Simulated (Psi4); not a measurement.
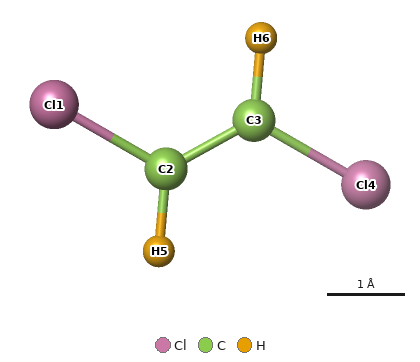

Fig. 1: The structure as given in the input (ball-and-stick view, seen at a tilt; atoms are numbered from 1 in the order of the input). Bond lengths as drawn: C–C 1.32 Å, C–Cl 1.71 Å and C–H 1.08 Å.

**Single-point calculation, with input and output: C$_{2}$H$_{2}$Cl$_{2}$**

C$_{2}$H$_{2}$Cl$_{2}$ (trans-1,2-dichloroethylene), computed with wB97X-D/def2-SVPD, RKS (Psi4 1.11).

The geometry comes from this level: PBE0-D4/def2-TZVP.

**What the program printed**
```
Psi4 1.11 release

   => Loading Basis Set <=

    Name: DEF2-SVPD
    Role: ORBITAL
    Keyword: BASIS

   => WB97X-D: Empirical Dispersion <=

    Chai and Head-Gordon Dispersion Correction

        s6 =       1.000000

         ---------------------------------------------------------
                                   SCF
                              RKS Reference
                        1 Threads,   1525 MiB Core
         ---------------------------------------------------------

  ==> Geometry <==

    Molecular point group: c1
    Full point group: C1

    Geometry (in Bohr), charge = 0, multiplicity = 1:

       Center              X                  Y                   Z               Mass
    ------------   -----------------  -----------------  -----------------  -----------------
         CL           3.262161949580    -0.505952707840     2.324555066172    34.968852682000
         C            1.159425899580    -0.444366537840    -0.137984833828    12.000000000000
         C           -1.159400340420     0.444352762160     0.137915176172    12.000000000000
         CL          -3.262174180420     0.505957832160    -2.324530243828    34.968852682000
         H            1.878580069580    -1.181019577840    -1.903782723828     1.007825032230
         H           -1.878460020420     1.181005802160     1.903750856172     1.007825032230

  Running in c1 symmetry.

  Rotational constants: A =      1.79181  B =      0.05184  C =      0.05039 [cm^-1]
  Rotational constants: A =  53717.10006  B =   1554.25641  C =   1510.54999 [MHz]
  Nuclear repulsion =  176.654995028988395

  Charge       = 0
  Multiplicity = 1
  Electrons    = 48
  Nalpha       = 24
  Nbeta        = 24

  ==> Algorithm <==

  SCF Algorithm Type is PK.
  DIIS enabled.
  MOM disabled.
  Fractional occupation disabled.
  Guess Type is SAD.
  Energy threshold   = 1.00e-06
  Density threshold  = 1.00e-06
  Integral threshold = 1.00e-12

  ==> Primary Basis <==

  Basis Set: DEF2-SVPD
    Blend: DEF2-SVPD
    Number of shells: 46
    Number of basis functions: 110
    Number of Cartesian functions: 118
    Spherical Harmonics?: true
    Max angular momentum: 2

  ==> DFT Potential <==

   => LibXC <=

    Version 7.1.2

   => Composite Functional: WB97X-D <=

    wB97X-D Hyb-GGA Exchange-Correlation Functional

    Deriv               =              1
    GGA                 =           TRUE
    Meta                =          FALSE

    Exchange Hybrid     =           TRUE
    MP2 Hybrid          =          FALSE

   => Exchange-Correlation Functionals <=

    1.0000   wB97X-D range-separated functional

   => Exact (HF) Exchange <=

    0.7780            HF,LR [omega = 0.2000]
    0.2220               HF

   => LibXC Density Thresholds  <==

    XC_HYB_GGA_XC_WB97X_D:  1.00E-14

   => Molecular Quadrature <=

    Radial Scheme          =       TREUTLER
    Pruning Scheme         =           NONE
    Nuclear Scheme         =       TREUTLER

    Blocking Scheme        =         OCTREE
    BS radius alpha        =              1
    Pruning alpha          =              1
    Radial Points          =             99
    Spherical Points       =            590
    Total Points           =         335318
    Total Blocks           =           2526
    Max Points             =            256
    Max Functions          =            104
    Weights Tolerance      =       1.00E-15

  ==> Integral Setup <==

  Using in-core PK algorithm.
   Calculation information:
      Number of atoms:                   6
      Number of AO shells:              46
      Number of primitives:             82
      Number of atomic orbitals:       118
      Number of basis functions:       110

      Integral cutoff                 1.00e-12
      Number of threads:                 1

  Performing in-core PK
  Using 55915695 doubles for integral storage.
  We computed 546447 shell quartets total.
  Whereas there are 584821 unique shell quartets.

  Computing range-separated integrals for PK
  We computed 546447 wK shell quartets total.
  Whereas there are 584821 wK unique shell quartets.

  ==> DiskJK: Disk-Based J/K Matrices <==

    J tasked:                  Yes
    K tasked:                  Yes
    wK tasked:                 Yes
    Omega:               2.000E-01
    Memory [MiB]:             1117
    Schwarz Cutoff:          1E-12

  Cached 2.9% of DFT collocation blocks in 0.026 [GiB].

  Minimum eigenvalue in the overlap matrix is 1.3423210343E-04.
  Reciprocal condition number of the overlap matrix is 1.5861818903E-05.
    Using symmetric orthogonalization.

  ==> Pre-Iterations <==

  SCF Guess: Superposition of Atomic Densities via on-the-fly atomic UHF (no occupation information).

   -------------------------
    Irrep   Nso     Nmo
   -------------------------
     A        110     110
   -------------------------
    Total     110     110
   -------------------------

  ==> Iterations <==

                        Total Energy        Delta E     RMS |[F,P]|

   @RKS iter SAD:  -997.24574090305885   -9.97246e+02   0.00000e+00
   @RKS iter   1:  -997.36494858065203   -1.19208e-01   2.92706e-03 ADIIS/DIIS
   @RKS iter   2:  -997.39855665883772   -3.36081e-02   1.93723e-03 ADIIS/DIIS
   @RKS iter   3:  -997.42128941337330   -2.27328e-02   4.51929e-04 ADIIS/DIIS
   @RKS iter   4:  -997.42263984487943   -1.35043e-03   7.60841e-05 DIIS
   @RKS iter   5:  -997.42270538485502   -6.55400e-05   1.35373e-05 DIIS
   @RKS iter   6:  -997.42270787790460   -2.49305e-06   3.86354e-06 DIIS
   @RKS iter   7:  -997.42270814746894   -2.69564e-07   8.72244e-07 DIIS
  Energy and wave function converged.

  ==> Post-Iterations <==

   Electrons on quadrature grid:
      Ntotal   =   47.9999997521 ; deviation = -2.479e-07

    Orbital Energies [Eh]
    ---------------------

    Doubly Occupied:

       1A   -101.713506     2A   -101.713432     3A    -10.378702
       4A    -10.377680     5A     -9.616227     6A     -9.616184
       7A     -7.370352     8A     -7.370346     9A     -7.360770
      10A     -7.360761    11A     -7.360384    12A     -7.360379
      13A     -1.013600    14A     -0.978223    15A     -0.835988
      16A     -0.692818    17A     -0.590580    18A     -0.580665
      19A     -0.501707    20A     -0.496004    21A     -0.445708
      22A     -0.418039    23A     -0.413235    24A     -0.341507

    Virtual:

      25A      0.039555    26A      0.067637    27A      0.092022
      28A      0.100048    29A      0.102937    30A      0.127474
      31A      0.138507    32A      0.145379    33A      0.156498
      34A      0.158542    35A      0.169519    36A      0.190245
      37A      0.216489    38A      0.232680    39A      0.251094
      40A      0.266122    41A      0.275067    42A      0.283878
      43A      0.292545    44A      0.301670    45A      0.342670
      46A      0.349138    47A      0.361130    48A      0.369232
      49A      0.379268    50A      0.405755    51A      0.410373
      52A      0.411366    53A      0.442098    54A      0.463757
      55A      0.475125    56A      0.495229    57A      0.502862
      58A      0.508707    59A      0.520620    60A      0.523700
      61A      0.529435    62A      0.563044    63A      0.578737
      64A      0.582275    65A      0.618605    66A      0.659033
      67A      0.825830    68A      0.847380    69A      0.881202
      70A      0.919926    71A      0.933872    72A      0.976531
      73A      0.996020    74A      1.001127    75A      1.007871
      76A      1.022275    77A      1.039842    78A      1.043006
      79A      1.061155    80A      1.072143    81A      1.089225
      82A      1.103998    83A      1.110775    84A      1.139623
      85A      1.153621    86A      1.243163    87A      1.301197
      88A      1.334492    89A      1.366300    90A      1.408488
      91A      1.520126    92A      1.550807    93A      1.564161
      94A      1.569653    95A      1.586385    96A      1.710473
      97A      1.768639    98A      1.915867    99A      1.939649
     100A      2.041028   101A      2.043903   102A      2.175212
     103A      2.312618   104A      2.344645   105A      2.385004
     106A      2.506749   107A      2.566572   108A      2.954673
     109A      3.081036   110A      3.220299

    Final Occupation by Irrep:
              A
    DOCC [    24 ]
    NA   [    24 ]
    NB   [    24 ]

  @RKS Final Energy:  -997.42270814746894

   => Energetics <=

    Nuclear Repulsion Energy =            176.6549950289883952
    One-Electron Energy =               -1724.5235825528611713
    Two-Electron Energy =                 599.6836986024909493
    DFT Exchange-Correlation Energy =     -49.2366812827334286
    Empirical Dispersion Energy =          -0.0011379433536927
    VV10 Nonlocal Energy =                  0.0000000000000000
    Total Energy =                       -997.4227081474689385

Computation Completed

Properties will be evaluated at   0.000000,   0.000000,   0.000000 [a0]

Properties computed using the SCF density matrix

 Multipole Moments:

 ------------------------------------------------------------------------------------
     Multipole            Electronic (a.u.)      Nuclear  (a.u.)        Total (a.u.)
 ------------------------------------------------------------------------------------

 L = 1.  Multiply by 2.5417464519 to convert [e a0] to [Debye]
 Dipole X            :         -0.0000872            0.0000655           -0.0000217
 Dipole Y            :          0.0000117           -0.0000093            0.0000024
 Dipole Z            :         -0.0000080           -0.0000278           -0.0000358
 Magnitude           :                                                    0.0000419

 ------------------------------------------------------------------------------------

	total time  =         17 seconds =       0.28 minutes

  Variable Map:
  ----------------------------------------------------------------------------
  "CURRENT ENERGY"                       =>    -997.422708147469
  "CURRENT REFERENCE ENERGY"             =>    -997.422708147469
  "DD SOLVATION ENERGY"                  =>       0.000000000000
  "DFT FUNCTIONAL TOTAL ENERGY"          =>    -997.421570204115
  "DFT TOTAL ENERGY"                     =>    -997.422708147469
  "DFT VV10 ENERGY"                      =>       0.000000000000
  "DFT XC ENERGY"                        =>     -49.236681282733
  "DISPERSION CORRECTION ENERGY"         =>      -0.001137943354
  "GRID ELECTRONS ALPHA"                 =>      23.999999876062
  "GRID ELECTRONS BETA"                  =>      23.999999876062
  "GRID ELECTRONS TOTAL"                 =>      47.999999752124
  "NUCLEAR REPULSION ENERGY"             =>     176.654995028988
  "ONE-ELECTRON ENERGY"                  =>   -1724.523582552861
  "PCM POLARIZATION ENERGY"              =>       0.000000000000
  "PE ENERGY"                            =>       0.000000000000
  "SCF ITERATION ENERGY"                 =>    -997.422708147469
  "SCF ITERATIONS"                       =>       7.000000000000
  "SCF TOTAL ENERGY"                     =>    -997.422708147469
  "TWO-ELECTRON ENERGY"                  =>     599.683698602491
  "WB97X-D DISPERSION CORRECTION ENERGY" =>      -0.001137943354
  "XC GRID RADIAL POINTS"                =>      99.000000000000
  "XC GRID SPHERICAL POINTS"             =>     590.000000000000
  "XC GRID TOTAL POINTS"                 =>  335318.000000000000

  Array Variable Map:
  ----------------------------------------------------------------------------
  "CURRENT DIPOLE"                       =>      -0.000021715242 ... -0.000035806648 1 by 3
  "SCF DIPOLE"                           =>      -0.000021715242 ... -0.000035806648 1 by 3
  "SCF TOTAL ENERGIES"                   =>    -997.245740903059 ... -997.422708147469 1 by 8

    Psi4 run time: 0:00:17.76
```

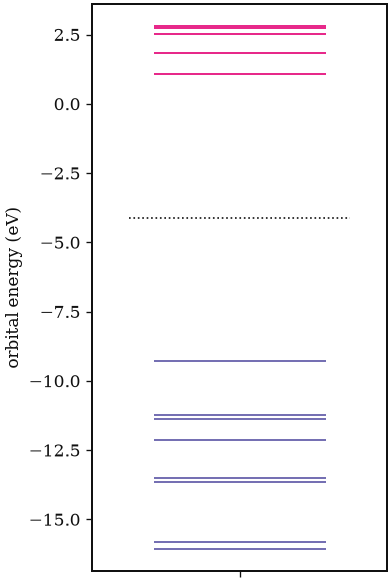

Fig. 2: Orbital energies near the frontier; the dotted line parts filled from empty levels, and levels within 0.02 eV of each other stand side by side. Highest filled −9.29 eV, lowest empty 1.08 eV, 10.37 eV apart.

The run was set up as follows.

**Input (calc.in)**
```
memory 1600 MB

molecule system {
  0 1
  Cl     3.26213972    -0.50595527     2.32457100
  C      1.15940367    -0.44436910    -0.13796890
  C     -1.15942257     0.44435020     0.13793111
  Cl    -3.26219641     0.50595527    -2.32451431
  H      1.87855784    -1.18102214    -1.90376679
  H     -1.87848225     1.18100324     1.90376679
  units bohr
  symmetry c1
}

set {
  basis def2-SVPD
  puream true
  scf_type pk
  dft_radial_points 99
  dft_spherical_points 590
}

E = energy("wb97x-d")
print_variables()
```

Launched with:
```bash
psi4 calc.in calc.out -n 1
```

**Results in brief**

```tsv
quantity	value
outcome	converged
total energy	−997.422708 hartree
dispersion energy	−0.001138 hartree
basis functions	110
HOMO	−9.29 eV
LUMO	1.08 eV
dipole moment	0.00 D
hardware	1 thread of Intel Xeon @ 2.70GHz, 189 GiB of memory available, shared host
wall time	19 s
peak memory	0.67 GiB
```
